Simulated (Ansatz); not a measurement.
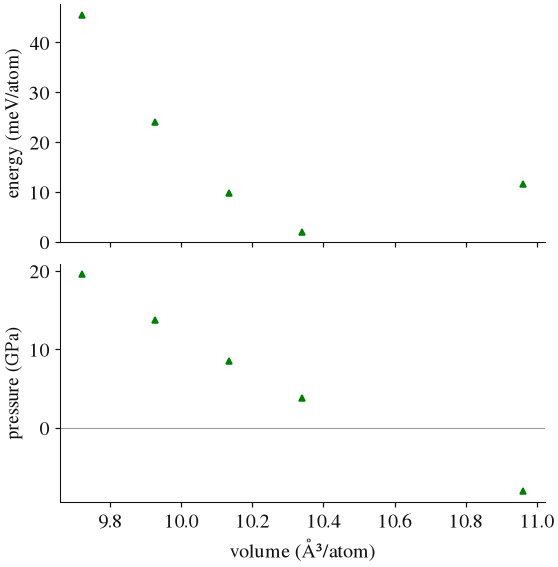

The picture above shows the energy and pressure against volume for SiC, space group P6_3mc (No. 186).

Cell as given: a = 3.076 Å, b = 3.076 Å, c = 5.048 Å, α = 90.00°, β = 90.00°, γ = 120.00°; 4 atoms.

Calculation (Ansatz 0.2.0): all-electron LAPW DFT, no spin polarisation; energies at scaled volumes of the given cell, shape and fractions fixed, counted from the fit's minimum, third-order Birch-Murnaghan fit. Level: PBE.

- k mesh: 10×10×5
- occupations: Fermi–Dirac
- smearing width: 0.05 eV
- potentials: all electron LAPW, scalar relativistic
- program settings: basis error eV/atom 0.001

The points at volume 10.55 Å³/atom and 10.75 Å³/atom are left out of the plot. What values does the calculation give there?

| volume (Å³/atom) | energy (meV/atom) | pressure (GPa) |
| --- | --- | --- |
| 10.55 | 0.06 | −0.61 |
| 10.75 | 3.44 | −4.54 |

Note: shape and atomic fractions are frozen while scaling, which makes layered, chain and framework solids too stiff.
